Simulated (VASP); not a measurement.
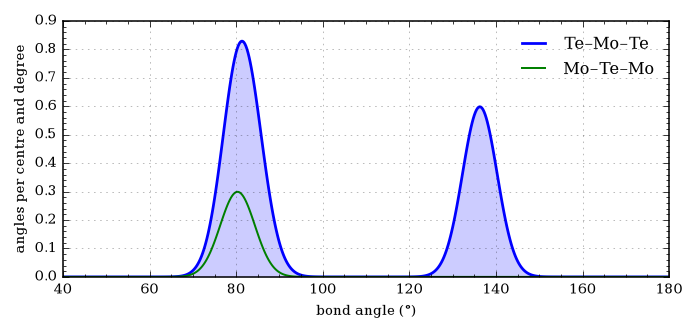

Bond-angle distributions computed from the structure of Te2Mo; each angle is a Gaussian of σ = 4.0°. Bonds counted: Mo–Te up to 3.45 Å. It is based on the geometry relaxed with VASP, VASP Kohn-Sham DFT of a periodic cell, LDA, VASP PAW LDA potentials, recommended.

### Give the groups of angles for each curve.

Te–Mo–Te: 80–84° (9 per centre); 136° (6 per centre)
Mo–Te–Mo: 80° (3 per centre)

### What coordination geometry do the angles point to, counting the bonds named above alone?

Mo has 6 Te neighbours in a trigonal prismatic arrangement.

The structure has space group P6_3/mmc (No. 194); other forms of this composition would give other results.
